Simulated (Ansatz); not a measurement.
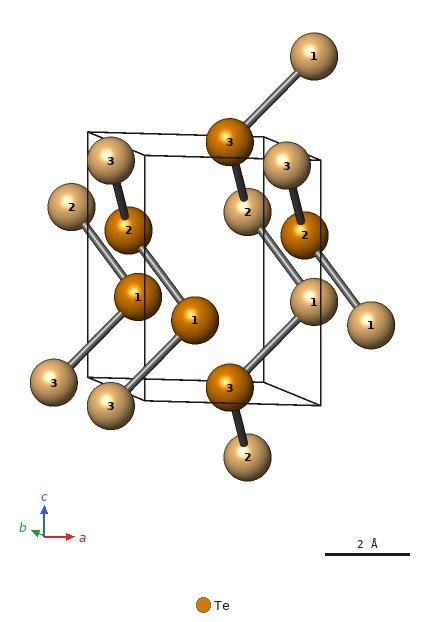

**Figure 1.** The structure (ball-and-stick view of the cell of the calculation, seen slightly off an axis; neighbours outside the cell are drawn fainter; atoms are numbered from 1 in the order of the input).

**Single-point calculation, with input and output: Te**

The run: single-point calculation of Te (P3₁21, 3 atoms in the cell). Method and program: DFT, PBE, dispersion d3bj, plane waves, PAW, no spin polarisation (Ansatz 0.2.0).

The structure derives from an entry of the Crystallography Open Database. Figures and captions count atoms from 1; the log counts them from 0 in places.

**What the program printed**
```
scf.n_extra_bands = 7 over 24 filled bands (N_el = 48.0): the run solves 31 bands
Engine: ansatz 0.2.0, x86_64-unknown-linux-gnu
Pseudopotentials: kind: paw
Pseudopotential: Te, paw, valence charge 16, recommended cutoff 420 eV (normal), Te.paw.azcp
Functional definition: PBE
  parameter kappa = 0.804
  parameter beta = 0.06672455060314922
  exchange = pbe_x(kappa = kappa, mu = beta*pi^2/3)
  correlation = pbe_c(beta = beta)
Crystal: 3 atoms, lattice volume = 96.351 Å³
Basis set: ecut = 420 eV, 1897 PW (Γ), exchange–correlation on 60×60×80 points (8 copies of the dense FFT grid, shifted against one another)
Bands: 31, of which v1, the nominal top of the filled ones, is band 24 counted from 1 (23 counted from 0)
Symmetry: 6 space group operations
Space group: P3121 (ITA 152), of the structure as read, at distance tolerance 4.6e-5 Å
k-points: 24 of 144 (time reversal used)
Non-local potential: Te, projectors of the file, l = 0: 2, l = 1: 2, l = 2: 2, l = 3: 2
PAW form: soft (Blöchl's): semilocal exchange-correlation on the pseudo side does not see the compensation charge
PAW one-centre angular grid: Te, 590 points (default); XC on 64 Gauss nodes
Initial density: superposition of atomic densities (neutral atoms: chi_scale 0, normalization atom), corrected by the library's trained network
Initial wavefunctions: pseudopotential atomic-orbital guess
Functional: x = pbe(κ = 0.804, μ = 0.2195149727645171), c = pbe(β = 0.06672455060314922)
SCF iter   1: F=—  HF=-20941.192996 eV  |F-HF|=—  |Δ(HF+E_count)|=         —  Δρ=1.43e-3  dr2=1.42e-3  ethr=1.77e-3  ⟨swp⟩=8.2  Hψ=3569  notcnv=0
preconditioner: auto → Kerker (q_TF=auto, 2.429 Å⁻¹)  [metal: Δε(μ)=0.048 eV  Ē_g=9.958 eV  σ=0.150 eV  W_gap=0.08  n_scr=22 (ndim 8)  ℏωp=16.0 eV  f_vac=0.016  D(μ)=0.55/eV (n_scr^D=0)]
SCF iter   2: F=—  HF=-20941.191368 eV  |F-HF|=—  |Δ(HF+E_count)|=   1.63e-3  Δρ=8.02e-4  dr2=3.75e-4  ethr=2.95e-6  ⟨swp⟩=2.5  Hψ=1529  notcnv=0
SCF iter   3: F=—  HF=-20941.191618 eV  |F-HF|=—  |Δ(HF+E_count)|=   2.50e-4  Δρ=3.75e-4  dr2=1.01e-4  ethr=7.81e-7  ⟨swp⟩=2.9  Hψ=1393  notcnv=0
SCF iter   4: F=—  HF=-20941.191694 eV  |F-HF|=—  |Δ(HF+E_count)|=   7.52e-5  Δρ=7.87e-5  dr2=7.27e-6  ethr=2.11e-7  ⟨swp⟩=2.0  Hψ=961  notcnv=0
SCF iter   5: F=—  HF=-20941.191691 eV  |F-HF|=—  |Δ(HF+E_count)|=   2.68e-6  Δρ=1.98e-5  dr2=5.51e-7  ethr=1.51e-8  ⟨swp⟩=3.0  Hψ=1509  notcnv=0
SCF iter   6: F=-20941.191691 eV  HF=-20941.191691 eV  |F-HF|=2.65e-8  |Δ(HF+E_count)|=   4.17e-7  Δρ=6.20e-6  dr2=4.55e-8  ethr=2.08e-10  ⟨swp⟩=12.0  Hψ=5399  notcnv=0
SCF 1 converged in 6 iterations: F = -20941.191691 eV  dr2 = 4.55e-8
  greatest PAW one-centre occupation: 0.998 electrons in one spin orbital (limit 2), on the Te atom at site 1 (counted from 0), in its partial waves of l = 2
```

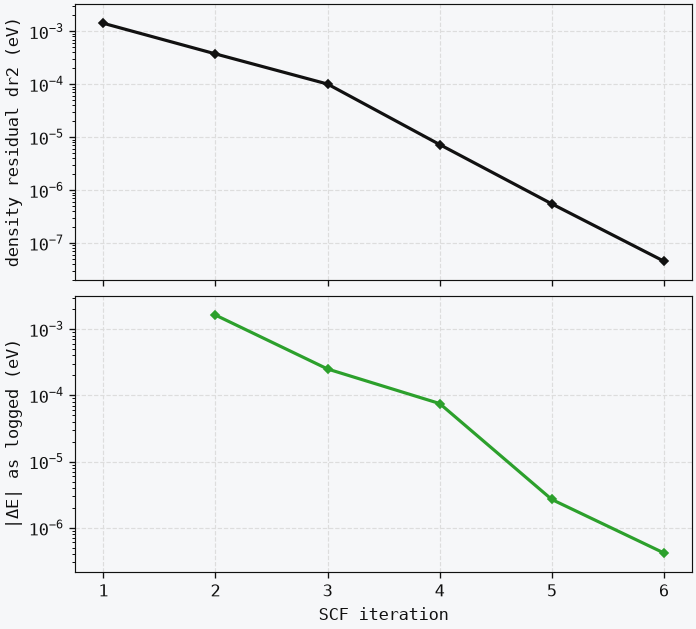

**Figure 2.** Convergence of the self-consistent field: density residual dr2 and size of the energy change against the SCF iteration. The residual falls at every step.

```
NSCF: frozen V_eff on 129 k-points
NSCF: frozen V_eff on 62 k-points
SCF converged after 6 iterations
Free energy (F): -20941.191691 eV
Harris-Foulkes:  -20941.191691 eV  (|F-HF|=2.65e-8)
Internal energy: -20941.140114 eV  (E = F + TS)
E sigma→0 (E₀):  -20941.165903 eV
Entropy (-TS):   -0.051577 eV (-17.192 meV/atom)
Fermi energy:    9.689083 eV
--- Per-component energies (eV) ---
  E_band       = -762.093291
  E_kinetic    = 541.085876
  E_local      = -3625.091625  (includes V_loc(G=0)·N_el)
  E_nonlocal   = -931.375559
  E_hartree    = 2351.670721
  E_xc         = -372.846224
  E_vxc        = -312.241985  (∫ρ·V_xc dr)
  E_paw        = -13985.732143  (= ΣΔE_a)
  E_vpaw       = -1137.808294  (= ΣTr[D̂ρ^β])
  E_aug_tail   = -0.000640  (compensation charges beyond the density's cutoff)
  E_ewald      = -4917.480998
  E_disp       = -1.369522  (pairwise vdW)
  E_smearing   = -0.051577  (= −TS)
  E_closure    = -0.000000  (closes the sum)
  Σ components = -20941.191691   (vs F -20941.191691, Δ=0.00e0)
--- Forces (eV/Å), atoms counted from 1 ---
  atom   1  Te     0.00000700    -0.00000000    -0.00000000
  atom   2  Te    -0.00000350     0.00000606     0.00000000
  atom   3  Te    -0.00000350    -0.00000606     0.00000000
  max |Σ_I F_I| component: 4.63e-18 eV/Å
--- Stress (GPa, compression-positive) ---
       -0.002946      -0.000000       0.000000
       -0.000000      -0.002946       0.000000
        0.000000       0.000000       0.001939
  P = ⅓ Tr σ = -0.0013 GPa (-0.013 kbar)
--- Band table (eV; the first three rows and the last of 24) ---
  k-point 0: bands = ["-27.8418", "-27.8418", "-27.8022", "-27.8022", "-27.8015", "-27.7398", "-27.6897", "-27.6897", "-27.6889", "-27.6615", "-27.6550", "-27.6550", "-27.6316", "-27.6216", "-27.6216", "-4.2224", "-0.8532", "-0.8532", "6.7285", "7.0688", "7.0688", "7.8729", "7.8729", "8.4783", "10.6560", "10.6560", "11.3306", "14.5695", "14.5695", "15.8483", "15.8483"]
  k-point 1: bands = ["-27.8539", "-27.8242", "-27.8081", "-27.8033", "-27.7920", "-27.7509", "-27.6914", "-27.6896", "-27.6867", "-27.6605", "-27.6559", "-27.6557", "-27.6272", "-27.6267", "-27.6176", "-3.9954", "-2.2472", "0.6175", "6.2071", "6.8129", "7.1531", "8.1082", "8.3836", "8.5917", "10.2172", "10.2739", "10.7636", "13.7323", "15.0678", "15.3084", "15.9338"]
  k-point 2: bands = ["-27.8580", "-27.8102", "-27.8098", "-27.8098", "-27.7738", "-27.7738", "-27.6910", "-27.6910", "-27.6851", "-27.6581", "-27.6581", "-27.6563", "-27.6297", "-27.6194", "-27.6194", "-3.3247", "-3.3247", "1.4087", "5.5801", "6.9909", "6.9909", "8.3878", "8.8088", "8.8088", "9.8848", "9.9702", "9.9702", "13.3890", "14.7721", "14.7721", "16.7280"]
  k-point 23: bands = ["-27.8563", "-27.8078", "-27.8078", "-27.8049", "-27.7706", "-27.7706", "-27.6931", "-27.6931", "-27.6810", "-27.6634", "-27.6548", "-27.6548", "-27.6384", "-27.6384", "-27.6043", "-2.0839", "-2.0839", "-0.8916", "4.2272", "4.2567", "4.2567", "8.8038", "9.6594", "9.6594", "9.7051", "10.5628", "10.5628", "15.7528", "16.0500", "16.0500", "16.9408"]
--- Löwdin populations: 3 sites ---
  site symbol       q [e]
     0     Te     15.9525
     1     Te     15.9525
     2     Te     15.9525
  spilling = 0.002972 (of n_electrons = 48.000000)
--- Bader charges: 3 sites ---
  site symbol  charge [e]  shift [e]
     0     Te      0.0000     0.0000
     1     Te      0.0000     0.0000
     2     Te      0.0000     0.0000
  estimated error of the sums over rays = 2.2e-4 e
```

**File bader_charges.tsv**
```
# site	symbol	x_ang	y_ang	z_ang	partial_charge_e	electrons	volume_ang3	relative_density_drop	shared_charge_e	partial_wave_shift_e
# quadrature_error_electrons = 2.2e-4
0	Te	1.2349	0.0000	1.9866	0.00000	52.00000	32.12	-	0.00000	0.00000
1	Te	-0.6175	1.0695	3.9732	-0.00001	52.00001	32.12	-	-0.00001	0.00000
2	Te	1.5428	2.6723	0.0000	0.00002	51.99998	32.12	-	0.00002	0.00000
```

The run was set up as follows.

**Input**
```yaml
crystal:
  lattice:
    - [4.3205993795, 0.0, 0.0]
    - [-2.1602996897, 3.7417488222, 0.0]
    - [0.0, 0.0, 5.9598574398]
  atoms:
    - { symbol: Te, position: [0.2858176325, 0.0, 0.3333333333] }
    - { symbol: Te, position: [0.0, 0.2858176325, 0.6666666667] }
    - { symbol: Te, position: [0.7141823675, 0.7141823675, 0.0] }
basis:
  ecutwfc: 420
kpoints:
  mp_grid: { grid: [6, 6, 4] }
  band_path:
    path:
      - [[0.0, 0.0, 0.0], [0.5, 0.0, 0.0], [0.33333333, 0.33333333, 0.0], [0.0, 0.0, 0.0], [0.0, 0.0, 0.5], [0.5, 0.0, 0.5], [0.33333333, 0.33333333, 0.5], [0.0, 0.0, 0.5]]
      - [[0.5, 0.0, 0.5], [0.5, 0.0, 0.0]]
      - [[0.33333333, 0.33333333, 0.5], [0.33333333, 0.33333333, 0.0]]
    npoints: 14
hamiltonian:
  xc: pbe
  dispersion: d3bj
scf:
  occupations: { method: fermi_dirac, width: 0.15 }
  n_extra_bands: 7
output:
  forces: true
  stress: true
  eigenvalues: true
  populations: true
  dos: { projected: true, de: 0.02, nscf_kmesh: { grid: [9, 9, 6] } }
  bader: true
  write_density: true
  write_potential: true
  elf: true
  volumetric_format: npy
```

Launched with:
```bash
ansatz run input.yaml --threads 1 --pin off --max-ram 2560MiB --backend cpu --events-out ev --progress --plain --runs-dir out
```

**Key numbers**

- outcome: converged
- space group (tolerance 0.01 Å): P3₁21 (152)
- electrons treated: 48
- free energy: −20941.1917 eV
- Fermi energy: 9.689 eV
- gap on the k-point mesh: 0.05 eV
- gap on the band path: 0.05 eV
- pressure: 0.00 GPa
- largest force (length of the vector): under 0.001 eV/Å
- hardware: 1 thread of Intel Xeon (Granite Rapids), 128 GiB of memory available, shared host
- wall time: 29 s
- peak memory: 0.59 GiB

**Remarks**

These settings are looser than, or depart from, a standard set-up, so the numbers are not reference values for this system. Results for this metal are sensitive to the k-point mesh.
